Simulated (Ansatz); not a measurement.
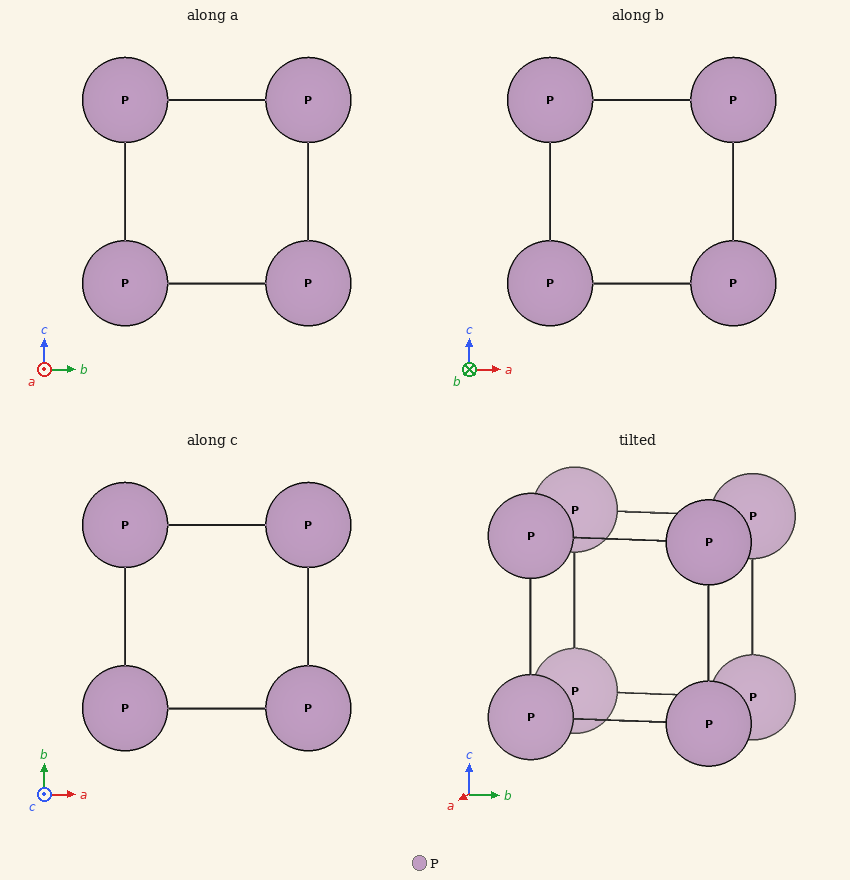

Crystal structure, spheres-only style, seen along the a axis, along the b axis, along the c axis and slightly off an axis. One conventional unit cell is framed, with atoms on its boundary repeated.

Lattice parameters: a = 2.416 Å, b = 2.416 Å, c = 2.416 Å, α = 90.00°, β = 90.00°, γ = 90.00°. Put a along x and b in the xy plane.

Reconstruct the structure as a POSCAR file.

Answer.
```
P
1.0
     2.416    0.000    0.000
     0.000    2.416    0.000
     0.000    0.000    2.416
P
1
Direct
  0.0000 0.0000 0.0000
```

The cell started as a structure type filled with this element by a generator (whether the element takes this form wasn't checked). Earlier steps of the study may have refined or changed the cell and positions. It was run through Ansatz as a DFT input.
